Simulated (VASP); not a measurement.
# HgSe: geometry relaxation (part 2 of 2)

Continued. System: HgSe (F-43m, 2 atoms in the cell). Method: Kohn-Sham DFT of a periodic cell, vdW-DF-cx, VASP PAW PBE potentials, recommended, no spin polarisation (VASP 6.6.1); cutoff 600 eV, 8×8×8 k-mesh, fermi-dirac of 0.05 eV. The structure derives from an entry of the Crystallography Open Database.

Geometry of the input (Å; fractional positions):
```
0.0000  3.0390  3.0390
3.0390  0.0000  3.0390
3.0390  3.0390  0.0000
Hg 0.0000  0.0000  0.0000
Se 0.7500  0.7500  0.7500
```

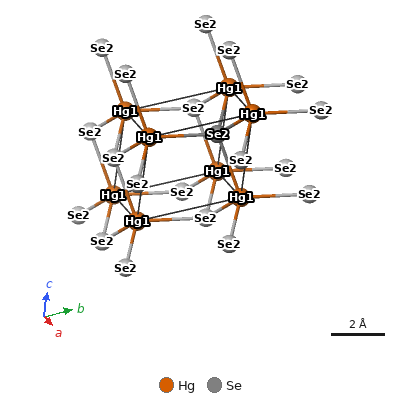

*The geometry at step 1 of the log (ball-and-stick view of the cell of the calculation, seen slightly off an axis; neighbours outside the cell are drawn fainter; atoms are numbered from 1 in the order of the input).*

### Parts of OUTCAR, continued
```
   LEPSILON=     F    determine dielectric tensor
   LRPA    =     F    only Hartree local field effects (RPA)
 conjugate gradient relaxation of ions
 non-spin polarized calculation
  energy-cutoff  :      600.00
  volume of cell :       56.13
 maximum number of plane-waves:      1895
 NGX is ok and might be reduce to    36
   NGX = 17   NGY = 17   NGZ = 17

--------------------------------------- Ionic step        1  -------------------------------------------

 number of electron      17.9999998 magnetization

 Free energy of the ion-electron system (eV)
  ---------------------------------------------------
  ext. energy  EPLUGINS =         0.00000000
  ---------------------------------------------------
  free energy    TOTEN  =         0.18020101 eV

  energy without entropy =        0.18079861  energy(sigma->0) =        0.18049981

------------------------ aborting loop because EDIFF is reached ----------------------------------------

  FORCE on cell =-STRESS in cart. coord.  units (eV):
  Direction    XX          YY          ZZ          XY          YZ          ZX
  --------------------------------------------------------------------------------------
  -------------------------------------------------------------------------------------
  Total        0.9321041      0.9321041      0.9321041      0.0000000      0.0000000     -0.0000000
  in kB       26.6043643     26.6043643     26.6043643      0.0000000      0.0000000     -0.0000000
  external PRESSURE =      26.6043643 kB  Pullay stress =       0.0000000 kB

 VOLUME and BASIS-vectors are now :
 -----------------------------------------------------------------------------
  energy-cutoff  :      600.00
  volume of cell :       56.13
      direct lattice vectors                 reciprocal lattice vectors
     0.000000000  3.039000000  3.039000000    -0.164527805  0.164527805  0.164527805
     3.039000000  0.000000000  3.039000000     0.164527805 -0.164527805  0.164527805
     3.039000000  3.039000000  0.000000000     0.164527805  0.164527805 -0.164527805

 POSITION                                       TOTAL-FORCE (eV/Angst)
 -----------------------------------------------------------------------------------
      0.00000      0.00000      0.00000        -0.000000     -0.000000      0.000000
      4.55850      4.55850      4.55850         0.000000      0.000000     -0.000000
 -----------------------------------------------------------------------------------
    total drift:                               -0.000000     -0.000000     -0.000000

  FREE ENERGIE OF THE ION-ELECTRON SYSTEM (eV)
  ---------------------------------------------------
  free  energy   TOTEN  =         0.1802010145 eV

  energy  without entropy=        0.1807986137  energy(sigma->0) =        0.18049981

Total vdW correction in eV:      3.1238439

--------------------------------------- Ionic step        2  -------------------------------------------

 number of electron      18.0000002 magnetization

------------------------ aborting loop because EDIFF is reached ----------------------------------------

  FORCE on cell =-STRESS in cart. coord.  units (eV):
  Direction    XX          YY          ZZ          XY          YZ          ZX
  --------------------------------------------------------------------------------------
  -------------------------------------------------------------------------------------
  Total       -0.3328298     -0.3328298     -0.3328298      0.0000000     -0.0000000      0.0000000
  in kB       -8.8867244     -8.8867244     -8.8867244      0.0000000     -0.0000000      0.0000000
  external PRESSURE =      -8.8867244 kB  Pullay stress =       0.0000000 kB

 VOLUME and BASIS-vectors are now :
 -----------------------------------------------------------------------------
  energy-cutoff  :      600.00
  volume of cell :       60.01
      direct lattice vectors                 reciprocal lattice vectors
    -0.000000000  3.107327621  3.107327621    -0.160909972  0.160909972  0.160909972
     3.107327621  0.000000000  3.107327621     0.160909972 -0.160909972  0.160909972
     3.107327621  3.107327621 -0.000000000     0.160909972  0.160909972 -0.160909972

 POSITION                                       TOTAL-FORCE (eV/Angst)
 -----------------------------------------------------------------------------------
      3.10733      3.10733     -0.00000        -0.000000     -0.000000     -0.000000
      4.66099      4.66099      4.66099         0.000000      0.000000      0.000000
 -----------------------------------------------------------------------------------
    total drift:                                0.000000      0.000000     -0.000000

  FREE ENERGIE OF THE ION-ELECTRON SYSTEM (eV)
  ---------------------------------------------------
  free  energy   TOTEN  =         0.1616735117 eV

  energy  without entropy=        0.1623287997  energy(sigma->0) =        0.16200116

Total vdW correction in eV:      3.2193628

--------------------------------------- Ionic step        3  -------------------------------------------

 number of electron      18.0000001 magnetization

 Free energy of the ion-electron system (eV)
  ---------------------------------------------------
  ext. energy  EPLUGINS =         0.00000000
  ---------------------------------------------------
  free energy    TOTEN  =         0.15845744 eV

  energy without entropy =        0.15909632  energy(sigma->0) =        0.15877688

 E-fermi :   1.2710     XC(G=0):  -8.9815     alpha+bet : -6.3019

 val. band max:        1.2111333237   @ k =   0.0000   0.0000   0.0000
 cond. band min:       1.7544937481   @ k =   0.1250   0.0000   0.0000
 fundamental gap:      0.5433604244
 Fermi energy:         1.2710451565

 k-point     1 :       0.0000    0.0000    0.0000
  band No.  band energies     occupation
      1     -11.9528      2.00000
      2      -5.6895      2.00000
      3      -5.6895      2.00000
      4      -5.6895      2.00000
      5      -5.0236      2.00000
      6      -5.0236      2.00000
      7       0.1241      2.00000
      8       1.2111      1.53642
      9       1.2111      1.53642
     10       1.2111      1.53642
     11       6.7004      0.00000
     12       6.7004      0.00000
     13       6.7004      0.00000

 k-point     2 :       0.1250    0.0000    0.0000
  band No.  band energies     occupation
      1     -11.8924      2.00000
      2      -5.6617      2.00000
      3      -5.6617      2.00000
      4      -5.6610      2.00000
      5      -5.0257      2.00000
      6      -5.0257      2.00000
      7      -0.6837      2.00000
      8       1.0653      1.96784
      9       1.0653      1.96784
     10       1.7545      0.00013
     11       6.3491      0.00000
     12       6.9042      0.00000
     13       6.9042      0.00000

 k-point     3 :       0.2500    0.0000    0.0000
  band No.  band energies     occupation
      1     -11.7423      2.00000
      2      -5.6001      2.00000
      3      -5.6001      2.00000
      4      -5.5242      2.00000
      5      -5.0208      2.00000
      6      -5.0208      2.00000
      7      -1.9802      2.00000
      8       0.7392      1.99995
      9       0.7392      1.99995
     10       2.1923      0.00000
     11       6.5081      0.00000
     12       7.2673      0.00000
     13       7.2673      0.00000

 k-point     4 :       0.3750    0.0000    0.0000
  band No.  band energies     occupation
      1     -11.5861      2.00000
      2      -5.5501      2.00000
      3      -5.5501      2.00000
      4      -5.1727      2.00000
      5      -4.9975      2.00000
      6      -4.9975      2.00000
      7      -3.2466      2.00000
      8       0.4374      2.00000
      9       0.4374      2.00000
     10       2.2579      0.00000
     11       7.4156      0.00000
     12       7.4156      0.00000
     13       7.4405      0.00000

 k-point     5 :       0.5000    0.0000    0.0000
  band No.  band energies     occupation
      1     -11.5195      2.00000
      2      -5.5338      2.00000
      3      -5.5338      2.00000
      4      -4.9812      2.00000
      5      -4.9812      2.00000
      6      -4.7379      2.00000
      7      -4.0271      2.00000
      8       0.3171      2.00000
      9       0.3171      2.00000
     10       2.2417      0.00000
     11       7.4200      0.00000
     12       7.4200      0.00000
     13       8.0366      0.00000

 [... the levels of 18 k-points are left out ...]

 k-point    24 :      -0.3750    0.2500    0.1250
  band No.  band energies     occupation
      1     -11.4481      2.00000
      2      -5.4862      2.00000
      3      -5.4356      2.00000
      4      -5.0676      2.00000
      5      -5.0049      2.00000
      6      -4.6681      2.00000
      7      -3.8229      2.00000
      8      -0.9987      2.00000
      9      -0.1762      2.00000
     10       3.7315      0.00000
     11       6.4898      0.00000
     12       7.4116      0.00000
     13       8.8395      0.00000

 [... further k-points ...]

------------------------ aborting loop because EDIFF is reached ----------------------------------------

  FORCE on cell =-STRESS in cart. coord.  units (eV):
  Direction    XX          YY          ZZ          XY          YZ          ZX
  --------------------------------------------------------------------------------------
  -------------------------------------------------------------------------------------
  Total       -0.0001907     -0.0001907     -0.0001907      0.0000000      0.0000000      0.0000000
  in kB       -0.0051898     -0.0051898     -0.0051898      0.0000000      0.0000000      0.0000000
  external PRESSURE =      -0.0051898 kB  Pullay stress =       0.0000000 kB

 VOLUME and BASIS-vectors are now :
 -----------------------------------------------------------------------------
  energy-cutoff  :      600.00
  volume of cell :       58.88
      direct lattice vectors                 reciprocal lattice vectors
    -0.000000000  3.087692936  3.087692936    -0.161933201  0.161933201  0.161933201
     3.087692936  0.000000000  3.087692936     0.161933201 -0.161933201  0.161933201
     3.087692936  3.087692936 -0.000000000     0.161933201  0.161933201 -0.161933201

 POSITION                                       TOTAL-FORCE (eV/Angst)
 -----------------------------------------------------------------------------------
      0.00000      0.00000      0.00000         0.000000     -0.000000     -0.000000
      4.63154      4.63154      4.63154        -0.000000      0.000000      0.000000
 -----------------------------------------------------------------------------------
    total drift:                               -0.000000     -0.000000     -0.000000

  FREE ENERGIE OF THE ION-ELECTRON SYSTEM (eV)
  ---------------------------------------------------
  free  energy   TOTEN  =         0.1584574425 eV

  energy  without entropy=        0.1590963162  energy(sigma->0) =        0.15877688

Total vdW correction in eV:      3.1923967

 reached required accuracy - stopping structural energy minimisation
```

### CONTCAR
```
HgSe
   1.00000000000000
    -0.0000000000000000    3.0876929362506833    3.0876929362506833
     3.0876929362506833    0.0000000000000000    3.0876929362506833
     3.0876929362506833    3.0876929362506833   -0.0000000000000000
  Hg              Se
     1     1
Direct
     0.0000000000000000    0.0000000000000000    0.0000000000000000
     0.7500000000000000    0.7500000000000000    0.7500000000000000

  0.00000000E+00  0.00000000E+00  0.00000000E+00
  0.00000000E+00  0.00000000E+00  0.00000000E+00
```

### Trajectory as extended XYZ (Å, eV, eV/Å), 3 frames, from step=0 to step=2
```
2
Lattice="0.0000 3.0390 3.0390 3.0390 0.0000 3.0390 3.0390 3.0390 0.0000" Properties=species:S:1:pos:R:3:forces:R:3 step=0 energy=0.18020
Hg    0.0000    0.0000    0.0000    0.0000   0.0000   0.0000
Se    4.5585    4.5585    4.5585    0.0000   0.0000   0.0000
2
Lattice="-0.0000 3.1073 3.1073 3.1073 0.0000 3.1073 3.1073 3.1073 -0.0000" Properties=species:S:1:pos:R:3:forces:R:3 step=1 energy=0.16167
Hg    3.1073    3.1073    0.0000    0.0000   0.0000   0.0000
Se    4.6610    4.6610    4.6610    0.0000   0.0000   0.0000
2
Lattice="-0.0000 3.0877 3.0877 3.0877 0.0000 3.0877 3.0877 3.0877 -0.0000" Properties=species:S:1:pos:R:3:forces:R:3 step=2 energy=0.15846
Hg    0.0000    0.0000    0.0000    0.0000   0.0000   0.0000
Se    4.6315    4.6315    4.6315    0.0000   0.0000   0.0000
```

### Summary

```json
{"quantity": "outcome", "value": "converged"}
{"quantity": "space group (tolerance 0.01 Å)", "value": "F-43m (216)"}
{"quantity": "electrons treated", "value": "18"}
{"quantity": "free energy", "value": "0.1585 eV"}
{"quantity": "Fermi energy", "value": "1.271 eV"}
{"quantity": "gap on the k-point mesh", "value": "none (metallic)"}
{"quantity": "pressure", "value": "0.00 GPa"}
{"quantity": "final volume", "value": "58.88 Å³"}
{"quantity": "largest force (length of the vector) at the end", "value": "under 0.001 eV/Å"}
{"quantity": "final cell", "value": "a = 4.367 Å, b = 4.367 Å, c = 4.367 Å, α = 60.00°, β = 60.00°, γ = 60.00°"}
{"quantity": "hardware", "value": "1 thread of Intel Xeon @ 2.50GHz (Skylake/Cascade Lake), 128 GiB of memory available, shared host"}
{"quantity": "wall time", "value": "3.9 min"}
{"quantity": "peak memory", "value": "0.47 GiB"}
```

### Remarks

Spin–orbit coupling is left out, which matters for Hg.
